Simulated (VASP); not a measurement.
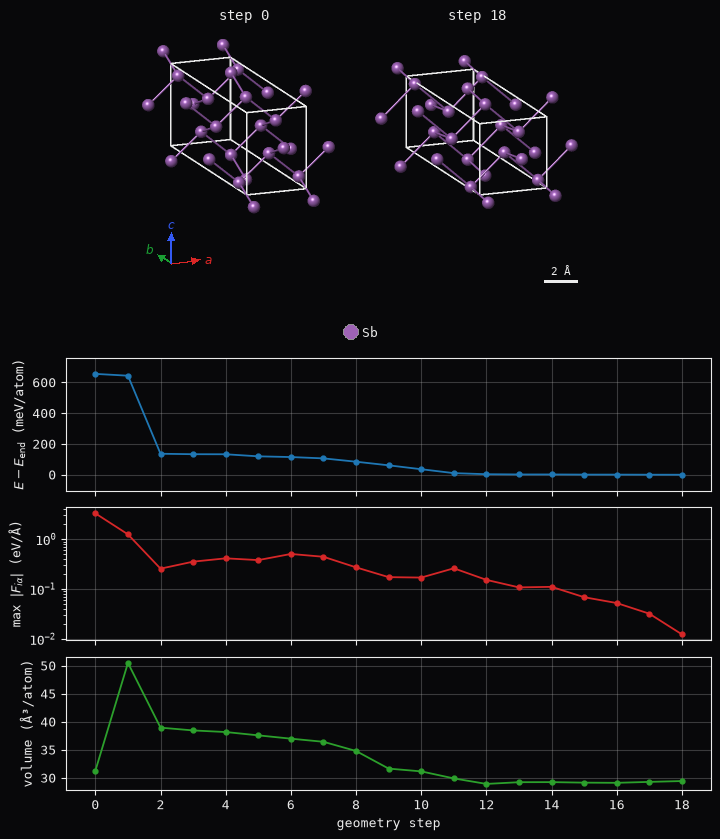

First and last geometry of a relaxation of solid Sb (a generated structure, set up in Cmce), with the history of the run. The picture is a ball-and-stick view of the conventional cell (2 times the calculation's cell), seen slightly off an axis. Lengths and directions refer to the drawn axes.

The run lets cell and atoms move.

Method: Kohn-Sham DFT of a periodic cell, PBEsol, VASP PAW PBE potentials, recommended in VASP 6.6.1.

Input file:
```
PREC = Accurate
ENCUT = 600
EDIFF = 1E-7
ISMEAR = 0
SIGMA = 0.1
LREAL = F
LASPH = T
NELM = 100
ALGO = Fast
ISIF = 3
LWAVE = F
LCHARG = F
GGA = PS
IBRION = 2
NSW = 90
EDIFFG = -0.04
```

Launched with:
```bash
cat potpaw_PBE.64/Sb/POTCAR > POTCAR
mpirun -np 1 vasp_std > vasp.out
```

Read the history and describe the run.

It converged. The largest moves relative to the cell, 0.36 Å, are those of Sb atoms. Cell: a 3.906 → 4.394 Å (+12.5 %), b 12.391 → 11.981 Å (−3.3 %), c 5.169 → 4.474 Å (−13.4 %). Volume −5.9 %. Near-neighbour distances that change, for instance: Sb–Sb 2.559 → 2.939 Å, Sb–Sb 2.601 → 2.861 Å. Among the angles between lasting bonds that change: Sb–Sb–Sb 103.4° → 93.8°, Sb–Sb–Sb 99.5° → 96.8°. The space group stays Cmce (No. 64). The energy falls by 656 meV per atom in 18 geometry steps. Largest force component: 3.3 eV/Å at the start, 0.012 eV/Å at the end. The pressure goes from 18.42 to 0.03 GPa.

| step | E − E(0), meV/atom | largest force component, eV/Å | pressure, GPa | volume, Å³/atom |
| --- | --- | --- | --- | --- |
| 0 | 0.00 | 3.3104 | 18.42 | 31.273 |
| 1 | -11.75 | 1.2559 | -7.56 | 50.498 |
| 2 | -519.28 | 0.2580 | -1.63 | 38.959 |
| 3 | -522.20 | 0.3565 | -1.01 | 38.462 |
| 4 | -522.58 | 0.4156 | -0.60 | 38.177 |
| 5 | -536.05 | 0.3831 | -0.72 | 37.584 |
| 6 | -540.66 | 0.5083 | -0.71 | 36.994 |
| 7 | -549.35 | 0.4465 | -0.66 | 36.436 |
| 8 | -571.02 | 0.2740 | -0.43 | 34.796 |
| 9 | -594.48 | 0.1745 | 0.53 | 31.657 |
| 10 | -619.81 | 0.1710 | -0.04 | 31.162 |
| 11 | -645.26 | 0.2624 | -0.49 | 29.907 |
| 12 | -652.27 | 0.1539 | 0.11 | 28.927 |
| 13 | -653.82 | 0.1087 | -0.11 | 29.233 |
| 14 | -653.82 | 0.1116 | -0.12 | 29.247 |
| 15 | -654.77 | 0.0691 | 0.29 | 29.155 |
| 16 | -654.85 | 0.0528 | 0.44 | 29.122 |
| 17 | -655.44 | 0.0323 | 0.23 | 29.288 |
| 18 | -655.61 | 0.0124 | 0.03 | 29.440 |
